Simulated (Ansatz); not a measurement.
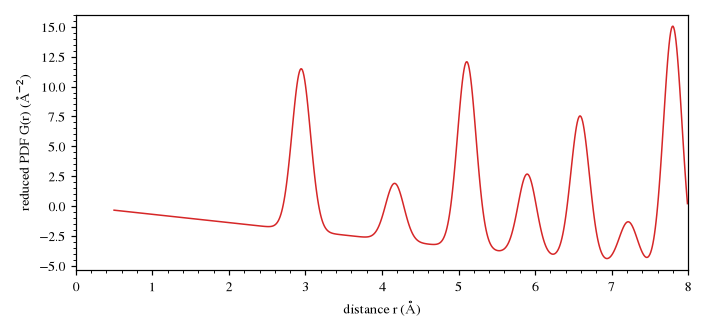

Computed neutron G(r), with each pair weighted by the product of the tabulated coherent neutron scattering lengths (natural isotope mix where the element has one) and a uniform peak width σ = 0.12 Å. No termination ripples are included.

Candidate polymorphs:

A. 
Space group Im-3m (No. 229). a = 3.312 Å, b = 3.312 Å, c = 3.312 Å, α = 90.00°, β = 90.00°, γ = 90.00°
| atom | site | symmetry | x | y | z |
| --- | --- | --- | --- | --- | --- |
| Ta | 2a | m-3m | 0.0000 | 0.0000 | 0.0000 |

B. 
```
Ta
1.0
     4.17034    0.00000    0.00000
     0.00000    4.17034    0.00000
     0.00000    0.00000    4.17034
Ta
4
Direct
  0.00000 0.00000 0.00000
  0.00000 0.50000 0.50000
  0.50000 0.00000 0.50000
  0.50000 0.50000 0.00000
```

Origins: A, the input geometry of an electronic-structure calculation (not necessarily at equilibrium); B, the input geometry of an electronic-structure calculation (not necessarily at equilibrium); the starting structure was generated, so it need not be a known form of this composition.

### From which structure was the curve computed?

Candidate B, Ta, Fm-3m (first clear peaks at 2.95 Å (Ta–Ta) and 4.17 Å (Ta–Ta)). A would give first clear peaks at 2.87 Å (Ta–Ta) and 3.30 Å (Ta–Ta).
